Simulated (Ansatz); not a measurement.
## Two runs on Cu

System: Cu (1 atom in the cell).
Method of run A: DFT, r2SCAN, plane waves, PAW, no spin polarisation (Ansatz 0.2.0).

The structure derives from an entry of the Crystallography Open Database. Text and figures count atoms from 1; the logs count them from 0 in places.

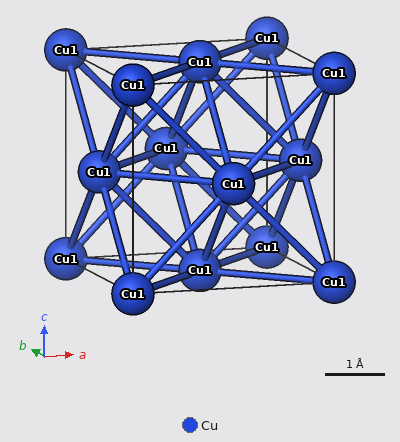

The structure as given in the input (ball-and-stick view of the cell 4 times as large as that of the calculation, set on its symmetry axes, seen slightly off an axis; atoms are numbered from 1 in the order of the input). An atom can appear more than once, as a periodic image.

**Input, run A**
```yaml
crystal:
  lattice:
    - [0.0, 1.8075, 1.8075]
    - [1.8075, 0.0, 1.8075]
    - [1.8075, 1.8075, 0.0]
  atoms:
    - { symbol: Cu, position: [0.0, 0.0, 0.0] }
kpoints:
  mp_grid: { grid: [18, 18, 18] }
scf:
  occupations: { method: fermi_dirac, width: 0.05 }
  initial_density: { chi_scale: 0.1 }
hamiltonian:
  xc: r2scan
  pseudopotentials: { kind: paw }
relax:
  f_tol: 0.002
  max_steps: 80
  cell: {}
output:
  forces: true
  stress: true
basis:
  ecutrho_ratio: 4
```

Launched with:
```bash
ansatz run input.yaml --threads 1 --pin off --max-ram 3072MiB --backend cpu --events-out ev --progress --plain --runs-dir out
```

Hardware: 1 thread of Arm Neoverse V1, 24 GiB of memory available, shared host.

**Output, shortened to warnings, some set-up lines, iterations and results (run A)**
```
Basis set: ecut = 500 eV, 307 PW (Γ), exchange–correlation on 80×80×80 points (64 copies of the dense FFT grid, shifted against one another)
Symmetry: 48 space group operations
k-points: 195 of 5832
Initial density: superposition of atomic densities (chi_scale 0.1, normalization cell)
[...]
SCF iter   1: F=—  HF=-6631.733461 eV  |F-HF|=—  |Δ(HF+E_count)|=         —  Δρ=2.00e-1  dr2=2.96e0  dr2_τ=5.22e-3  ethr=3.10e-3  ⟨swp⟩=5.4  Hψ=13508  notcnv=0
SCF iter   2: F=—  HF=-6632.045522 eV  |F-HF|=—  |Δ(HF+E_count)|=   3.12e-1  Δρ=1.96e-1  dr2=2.27e0  dr2_τ=2.87e-2  ethr=3.10e-3  ⟨swp⟩=3.0  Hψ=7631  notcnv=0  defer=49
SCF iter   3: F=—  HF=-6631.236213 eV  |F-HF|=—  |Δ(HF+E_count)|=   8.09e-1  Δρ=2.12e-2  dr2=4.45e-2  dr2_τ=3.32e-4  ethr=3.10e-3  ⟨swp⟩=3.3  Hψ=6942  notcnv=0  defer=61
SCF iter   4: F=—  HF=-6631.233375 eV  |F-HF|=—  |Δ(HF+E_count)|=   2.84e-3  Δρ=4.86e-3  dr2=2.37e-3  dr2_τ=1.31e-5  ethr=2.34e-4  ⟨swp⟩=2.4  Hψ=4745  notcnv=0  defer=61
SCF iter   5: F=—  HF=-6631.233663 eV  |F-HF|=—  |Δ(HF+E_count)|=   2.89e-4  Δρ=3.01e-3  dr2=6.00e-4  dr2_τ=2.90e-6  ethr=1.25e-5  ⟨swp⟩=2.1  Hψ=4496  notcnv=0  defer=61
[... 31 lines ...]
SCF iter   3: F=—  HF=-6631.239104 eV  |F-HF|=—  |Δ(HF+E_count)|=   2.34e-7  Δρ=9.69e-5  dr2=5.89e-7  dr2_τ=5.40e-9  ethr=4.99e-10  ⟨swp⟩=2.0  Hψ=4601  notcnv=0
SCF iter   4: F=—  HF=-6631.239104 eV  |F-HF|=—  |Δ(HF+E_count)|=   1.82e-7  Δρ=2.31e-6  dr2=1.62e-10  dr2_τ=3.22e-11  ethr=4.99e-10  ⟨swp⟩=2.0  Hψ=4569  notcnv=0
SCF iter   5: F=-6631.239104 eV  HF=-6631.239104 eV  |F-HF|=2.91e-11  |Δ(HF+E_count)|=  4.86e-10  Δρ=4.63e-7  dr2=7.44e-12  dr2_τ=2.19e-12  ethr=1.00e-12  ⟨swp⟩=3.8  Hψ=12148 …
SCF 5 converged in 5 iterations: F = -6631.239104 eV  dr2 = 7.44e-12
relax step   5: F+E_penalty+E_count = -6631.23910364 eV  Δ(F+E_penalty+E_count) = +1.656e-4 eV  max|allowed force component| = 0.000e0 eV/Å  Δτ_max = 0.0000 Å  P = -0.030 GPa …
basis re-selected at this cell: Δ(F+E_penalty+E_count) = +1.656e-4 eV, ΔP = -0.025 GPa vs the last step (what re-selecting the basis moved, of the pressure what is left beyond the Pulay correction that the steps carried, after the strain that the cell walked since its last selection, with what the …
SCF converged after 5 iterations
Free energy (F): -6631.239104 eV
Harris-Foulkes:  -6631.239104 eV  (|F-HF|=2.91e-11)
Internal energy: -6631.236550 eV  (E = F + TS)
E sigma→0 (E₀):  -6631.237827 eV
Entropy (-TS):   -0.002554 eV (-2.554 meV/atom)
Fermi energy:    17.212458 eV
--- Per-component energies (eV) ---
  E_band       = -374.936968
  E_kinetic    = 300.030692
  E_local      = -4003.317703  (includes V_loc(G=0)·N_el)
  E_nonlocal   = 395.401193
  E_hartree    = 1769.992273
  E_xc         = -83.927309
  E_vxc        = -124.865841  (∫ρ·V_xc dr)
  E_paw        = -1678.146444  (= ΣΔE_a)
  E_vpaw       = -491.160797  (= ΣTr[D̂ρ^β])
  E_aug_tail   = 0.000154  (compensation charges beyond the density's cutoff)
  E_vtau       = 8.990856  (kinetic-family band-sum trace: ∫τ·v_τ [+ j·A + Jᵃ·Aᵃ] dr)
  E_ewald      = -3330.968297
  E_core_change = -0.301108  (= ΣΔE_core)
  E_smearing   = -0.002554  (= −TS)
  E_closure    = 0.000000  (closes the sum)
  Σ components = -6631.239104   (vs F -6631.239104, Δ=0.00e0)
--- Forces (eV/Å), atoms counted from 1 ---
  atom   1  Cu    -0.00000000     0.00000000     0.00000000
  max |Σ_I F_I| component: 1.15e-31 eV/Å
--- Stress (GPa, compression-positive) ---
       -0.029906       0.000000       0.000000
        0.000000      -0.029906      -0.000000
        0.000000      -0.000000      -0.029906
  P = ⅓ Tr σ = -0.0299 GPa (-0.299 kbar)
--- Relaxed structure (4 steps of the walk, 4 accepted, 1 SCFs on fresh bases) ---
  F+E_penalty+E_count = -6631.23910364 eV   max|allowed force component| = 0.000e0 eV/Å   (the final SCF, on the basis selected at the relaxed cell)
  cell:  # Å, volume = 11.4471 Å³
    - [1.5923037602798727e-36, 1.7887711693586552, 1.7887711693586552]
    - [1.7887711693586552, 4.808757356045213e-34, 1.7887711693586552]
    - [1.7887711693586552, 1.7887711693586552, 1.815226286719054e-34]
  atoms:
    - { symbol: Cu, position: [0.0, 0.0, 0.0] }
```

The input of run B differs as follows (lines with − go, lines with + come):
```diff
-  initial_density: { chi_scale: 0.1 }
-basis:
-  ecutrho_ratio: 4
+  write_density: true
+  write_potential: true
+  elf: true
+  volumetric_format: npy
```

What does this change do to the results?

The energy doesn't change within 0.01 meV per atom. The SCF takes 29 iterations over all geometry steps against 31. The two runs start from different initial densities, which also moves the count.

**Output, shortened to warnings, some set-up lines, iterations and results (run B)**
```
Basis set: ecut = 500 eV, 307 PW (Γ), exchange–correlation on 80×80×80 points (64 copies of the dense FFT grid, shifted against one another)
Symmetry: 48 space group operations
k-points: 195 of 5832
Initial density: superposition of atomic densities (neutral atoms: chi_scale 0, normalization atom), corrected by the library's trained network
[...]
SCF iter   1: F=—  HF=-6631.253314 eV  |F-HF|=—  |Δ(HF+E_count)|=         —  Δρ=4.10e-2  dr2=1.09e-1  dr2_τ=8.46e-4  ethr=1.77e-3  ⟨swp⟩=5.7  Hψ=13783  notcnv=0
SCF iter   2: F=—  HF=-6631.267158 eV  |F-HF|=—  |Δ(HF+E_count)|=   1.38e-2  Δρ=4.17e-2  dr2=1.11e-1  dr2_τ=1.16e-3  ethr=5.74e-4  ⟨swp⟩=2.9  Hψ=6477  notcnv=0  defer=57
SCF iter   3: F=—  HF=-6631.233639 eV  |F-HF|=—  |Δ(HF+E_count)|=   3.35e-2  Δρ=2.87e-3  dr2=5.74e-4  dr2_τ=4.84e-6  ethr=5.74e-4  ⟨swp⟩=2.2  Hψ=4707  notcnv=0  defer=57
SCF iter   4: F=—  HF=-6631.233572 eV  |F-HF|=—  |Δ(HF+E_count)|=   6.65e-5  Δρ=1.03e-3  dr2=8.54e-5  dr2_τ=1.30e-6  ethr=3.02e-6  ⟨swp⟩=2.4  Hψ=4183  notcnv=0  defer=57
SCF iter   5: F=—  HF=-6631.233567 eV  |F-HF|=—  |Δ(HF+E_count)|=   5.06e-6  Δρ=1.67e-4  dr2=2.70e-6  dr2_τ=2.81e-8  ethr=4.50e-7  ⟨swp⟩=1.8  Hψ=3320  notcnv=0  defer=57
[... 29 lines ...]
SCF iter   3: F=—  HF=-6631.239104 eV  |F-HF|=—  |Δ(HF+E_count)|=   2.33e-7  Δρ=9.67e-5  dr2=5.87e-7  dr2_τ=5.39e-9  ethr=4.98e-10  ⟨swp⟩=2.0  Hψ=4601  notcnv=0
SCF iter   4: F=—  HF=-6631.239104 eV  |F-HF|=—  |Δ(HF+E_count)|=   1.81e-7  Δρ=2.31e-6  dr2=1.63e-10  dr2_τ=3.26e-11  ethr=4.98e-10  ⟨swp⟩=2.0  Hψ=4568  notcnv=0
SCF iter   5: F=-6631.239104 eV  HF=-6631.239104 eV  |F-HF|=3.09e-11  |Δ(HF+E_count)|=  4.98e-10  Δρ=4.65e-7  dr2=7.49e-12  dr2_τ=2.22e-12  ethr=1.00e-12  ⟨swp⟩=3.8  Hψ=12150 …
SCF 5 converged in 5 iterations: F = -6631.239104 eV  dr2 = 7.49e-12
relax step   5: F+E_penalty+E_count = -6631.23910364 eV  Δ(F+E_penalty+E_count) = +1.656e-4 eV  max|allowed force component| = 0.000e0 eV/Å  Δτ_max = 0.0000 Å  P = -0.030 GPa …
basis re-selected at this cell: Δ(F+E_penalty+E_count) = +1.656e-4 eV, ΔP = -0.025 GPa vs the last step (what re-selecting the basis moved, of the pressure what is left beyond the Pulay correction that the steps carried, after the strain that the cell walked since its last selection, with what the …
SCF converged after 5 iterations
Free energy (F): -6631.239104 eV
Harris-Foulkes:  -6631.239104 eV  (|F-HF|=3.09e-11)
Internal energy: -6631.236550 eV  (E = F + TS)
E sigma→0 (E₀):  -6631.237827 eV
Entropy (-TS):   -0.002554 eV (-2.554 meV/atom)
Fermi energy:    17.212463 eV
--- Per-component energies (eV) ---
  E_band       = -374.936874
  E_kinetic    = 300.030695
  E_local      = -4003.317218  (includes V_loc(G=0)·N_el)
  E_nonlocal   = 395.401190
  E_hartree    = 1769.992077
  E_xc         = -83.927311
  E_vxc        = -124.865845  (∫ρ·V_xc dr)
  E_paw        = -1678.146441  (= ΣΔE_a)
  E_vpaw       = -491.160791  (= ΣTr[D̂ρ^β])
  E_aug_tail   = 0.000154  (compensation charges beyond the density's cutoff)
  E_vtau       = 8.990856  (kinetic-family band-sum trace: ∫τ·v_τ [+ j·A + Jᵃ·Aᵃ] dr)
  E_ewald      = -3330.968587
  E_core_change = -0.301108  (= ΣΔE_core)
  E_smearing   = -0.002554  (= −TS)
  E_closure    = -0.000000  (closes the sum)
  Σ components = -6631.239104   (vs F -6631.239104, Δ=0.00e0)
--- Forces (eV/Å), atoms counted from 1 ---
  atom   1  Cu    -0.00000000     0.00000000     0.00000000
  max |Σ_I F_I| component: 6.57e-32 eV/Å
--- Stress (GPa, compression-positive) ---
       -0.029863       0.000000       0.000000
        0.000000      -0.029863      -0.000000
        0.000000      -0.000000      -0.029863
  P = ⅓ Tr σ = -0.0299 GPa (-0.299 kbar)
--- Relaxed structure (4 steps of the walk, 4 accepted, 1 SCFs on fresh bases) ---
  F+E_penalty+E_count = -6631.23910364 eV   max|allowed force component| = 0.000e0 eV/Å   (the final SCF, on the basis selected at the relaxed cell)
  cell:  # Å, volume = 11.4471 Å³
    - [7.165366921259425e-35, 1.7887710135536032, 1.7887710135536032]
    - [1.7887710135536032, 1.8789184371302487e-34, 1.7887710135536032]
    - [1.7887710135536032, 1.7887710135536032, 5.891523913035526e-35]
  atoms:
    - { symbol: Cu, position: [0.0, 0.0, 0.0] }
```

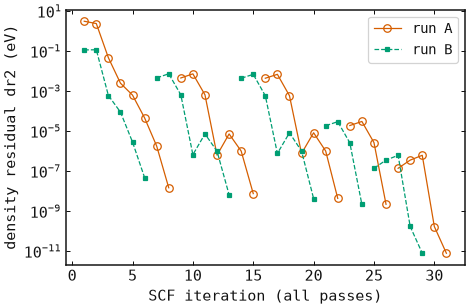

Convergence of the two runs: density residual dr2 against the SCF iteration. A break in a curve parts two SCF passes. Run A takes 31 iterations in all, and run B takes 29.

**The two runs side by side**

```csv
quantity,run A,run B
outcome,converged,converged
free energy per atom (eV),−6631.2391,−6631.2391
"energy per atom, smearing taken to zero (eV)",−6631.2378,−6631.2378
pressure (GPa),−0.03,−0.03
largest force (eV/Å),0.000,0.000
SCF iterations,31,29
irreducible k-points,195,195
wall time (shared host),20 s,21 s
```
